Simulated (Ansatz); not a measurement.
The calculation's input:

```
crystal:
  lattice:
    - [-4.781620989, -4.601116942, 7.4744493696]
    - [6.375494652, -1.8404467768, 7.4744493696]
    - [-1.593873663, 6.4415637188, 7.4744493696]
  atoms:
    - { symbol: S, position: [0.6907243824, 0.0793975532, 0.233706015] }
    - { symbol: W, position: [0.0006774491, 0.0006774491, 0.0006774491] }
    - { symbol: W, position: [0.4622159106, 0.3852928337, 0.1545236029] }
    - { symbol: W, position: [0.9237543722, 0.7699082183, 0.3083697568] }
    - { symbol: W, position: [0.3852928337, 0.1545236029, 0.4622159106] }
    - { symbol: W, position: [0.8468312953, 0.5391389876, 0.6160620645] }
    - { symbol: W, position: [0.7699082183, 0.3083697568, 0.9237543722] }
    - { symbol: W, position: [0.2314466799, 0.6929851414, 0.077600526] }
    - { symbol: W, position: [0.1545236029, 0.4622159106, 0.3852928337] }
    - { symbol: W, position: [0.6160620645, 0.8468312953, 0.5391389876] }
    - { symbol: W, position: [0.077600526, 0.2314466799, 0.6929851414] }
    - { symbol: W, position: [0.5391389876, 0.6160620645, 0.8468312953] }
    - { symbol: W, position: [0.3083697568, 0.9237543722, 0.7699082183] }
    - { symbol: S, position: [0.0963819626, 0.4809973472, 0.6348435011] }
    - { symbol: S, position: [0.4040742703, 0.4040742703, 0.4040742703] }
    - { symbol: S, position: [0.8656127318, 0.7886896549, 0.5579204241] }
    - { symbol: S, position: [0.3271511934, 0.1733050395, 0.711766578] }
    - { symbol: S, position: [0.7886896549, 0.5579204241, 0.8656127318] }
    - { symbol: S, position: [0.2502281165, 0.9425358088, 0.0194588857] }
    - { symbol: S, position: [0.1733050395, 0.711766578, 0.3271511934] }
    - { symbol: S, position: [0.6375779567, 0.1016813001, 0.474186329] }
    - { symbol: S, position: [0.5579204241, 0.8656127318, 0.7886896549] }
    - { symbol: S, position: [0.0194588857, 0.2502281165, 0.9425358088] }
    - { symbol: S, position: [0.4809973472, 0.6348435011, 0.0963819626] }
    - { symbol: S, position: [0.9565354299, 0.0162433498, 0.2532167601] }
    - { symbol: S, position: [0.7136196981, 0.3246989491, 0.1687535365] }
    - { symbol: S, position: [0.9562559729, 0.3408713575, 0.4947175114] }
    - { symbol: S, position: [0.2639482806, 0.2639482806, 0.2639482806] }
    - { symbol: S, position: [0.7254867421, 0.6485636652, 0.4177944344] }
    - { symbol: S, position: [0.1870252037, 0.0331790498, 0.5716405883] }
    - { symbol: S, position: [0.6485636652, 0.4177944344, 0.7254867421] }
    - { symbol: S, position: [0.1101021268, 0.8024098191, 0.879332896] }
    - { symbol: S, position: [0.0331790498, 0.5716405883, 0.1870252037] }
    - { symbol: S, position: [0.4862747505, 0.9574828955, 0.3477031636] }
    - { symbol: S, position: [0.4177944344, 0.7254867421, 0.6485636652] }
    - { symbol: S, position: [0.879332896, 0.1101021268, 0.8024098191] }
    - { symbol: S, position: [0.3408713575, 0.4947175114, 0.9562559729] }
    - { symbol: S, position: [0.8050769887, 0.8880551715, 0.1112451341] }
    - { symbol: S, position: [0.5662303604, 0.1686663264, 0.0430900999] }
  host:
    lattice:
      - [1.593873663, 0.9202233884, 7.4744493696]
      - [-1.593873663, 0.9202233884, 7.4744493696]
      - [0.0, -1.8404467768, 7.4744493696]
    atoms:
      - { symbol: W, position: [0.0006774491, 0.0006774491, 0.0006774491] }
      - { symbol: S, position: [0.4040742703, 0.4040742703, 0.4040742703] }
      - { symbol: S, position: [0.2639482806, 0.2639482806, 0.2639482806] }
basis:
  ecutwfc: 420
  xc_grid: 2
kpoints:
  mp_grid: { grid: [2, 2, 2], shift: [0.5, 0.5, 0.5] }
hamiltonian:
  xc: pbe
scf:
  occupations: { method: gaussian, width: 0.01 }
output:
  forces: true
  stress: false
  eigenvalues: true
  charged_corrections:
    defect_position: [0.69298514, 0.07760053, 0.23144668]
    epsilon: [[11.5894, 0.0, 0.0], [0.0, 11.5894, 0.0], [0.0, 0.0, 3.2073]]
  write_density: true
  write_potential: true
  elf: true
  volumetric_format: npy
relax:
  adjacent_minimum: "off"
  f_tol: 0.025
  max_steps: 45
```

Run with:

```sh
ansatz run input.yaml --threads 4 --pin off --max-ram 10240MiB --backend cpu --events-out ev --progress --plain --runs-dir out
```

The fields are those of the run's last geometry, not of the input's.

Method: Ansatz 0.2.0, DFT PBE, scalar-relativistic, plane waves, PAW.

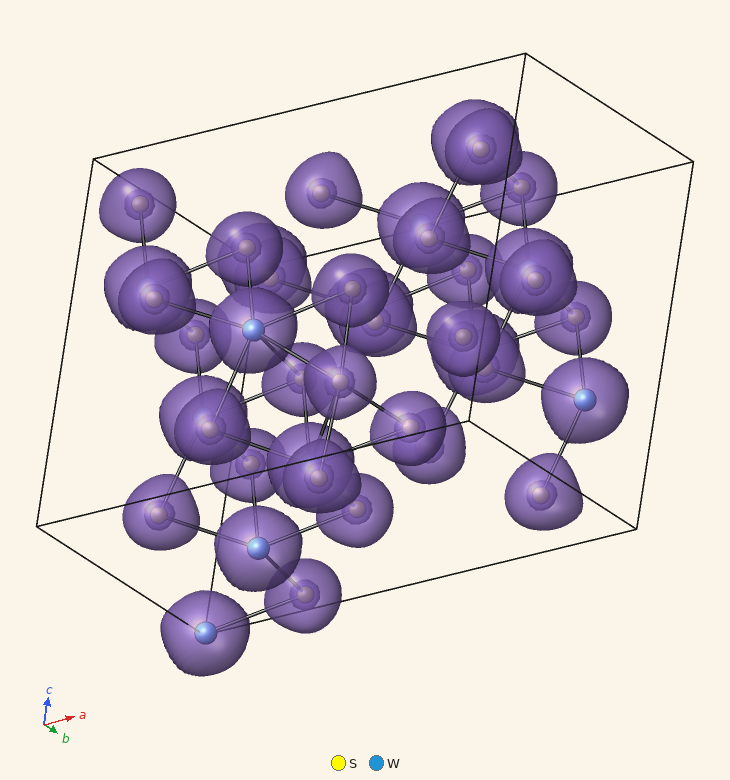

W₄S₉ (cell with a defect). Isosurface of the valence charge density (pseudo) at 0.8 e/Å³ (purple), seen at an oblique angle. Sticks mark near contacts.

In a PAW calculation such maps are meaningful between the atoms, not at the nuclei.

Question: What does this surface tell about the bonding?

Answer: At this value the density breaks into separate islands; it holds about 55 % of the electrons treated as valence (semicore included). It bridges none of the near contacts. It is pinched off along the sampled S–S (2.31 Å), W–S (2.36 Å), W–S (2.41 Å) and W–S (2.45 Å) contacts. On the grid the lowest density along these lines, outside the cores, is 0.63 e/Å³ (S–S, 2.31 Å), 0.69 e/Å³ (W–S, 2.36 Å), 0.62 e/Å³ (W–S, 2.41 Å) and 0.58 e/Å³ (W–S, 2.45 Å).

Question: Does the calculation make it a metal, or give it a gap?

Answer: It is gapped, with a Kohn–Sham gap of 0.55 eV on the k-point mesh, an upper bound to the gap of this method.
